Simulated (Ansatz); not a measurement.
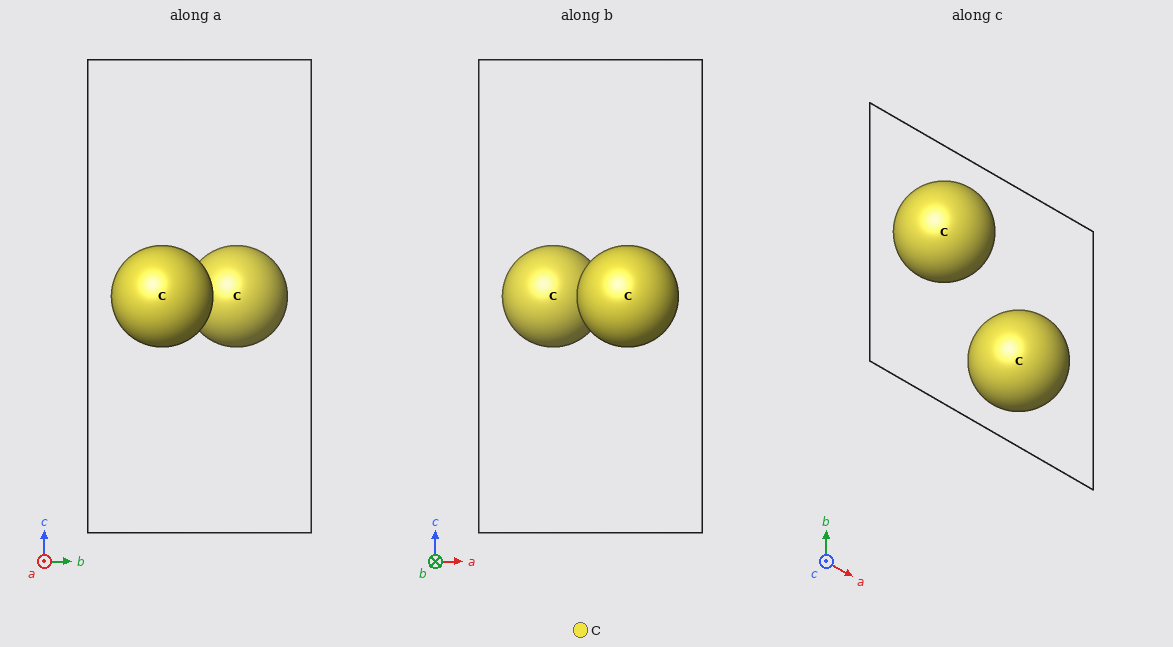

The figure gives a spheres-only picture of the atoms, viewed along the a axis, along the b axis and along the c axis. The lines enclose the conventional unit cell; boundary atoms appear with their images.

Lattice parameters: a = 2.4665 Å, b = 2.4665 Å, c = 4.5221 Å, α = 90.000°, β = 90.000°, γ = 120.000°.

### Transcribe the picture into a CIF with its space group and independent sites.

```cif
data_structure
_symmetry_space_group_name_H-M 'P 6/m m m'
_symmetry_Int_Tables_number 191
_cell_length_a 2.4665
_cell_length_b 2.4665
_cell_length_c 4.5221
_cell_angle_alpha 90.000
_cell_angle_beta 90.000
_cell_angle_gamma 120.000
_cell_volume 23.83
loop_
_atom_site_label
_atom_site_type_symbol
_atom_site_symmetry_multiplicity
_atom_site_Wyckoff_symbol
_atom_site_fract_x
_atom_site_fract_y
_atom_site_fract_z
_atom_site_occupancy
C1 C 2 d 0.6667 0.3333 0.5000 1
```

Origin of the cell: a random cell made by a generator, so it need not be a real form of the element. Earlier steps of the study, as a rule a relaxation of our own, may have changed the cell and positions, so they can lie some per cent off the listed ones. It was run through Ansatz as a DFT input.
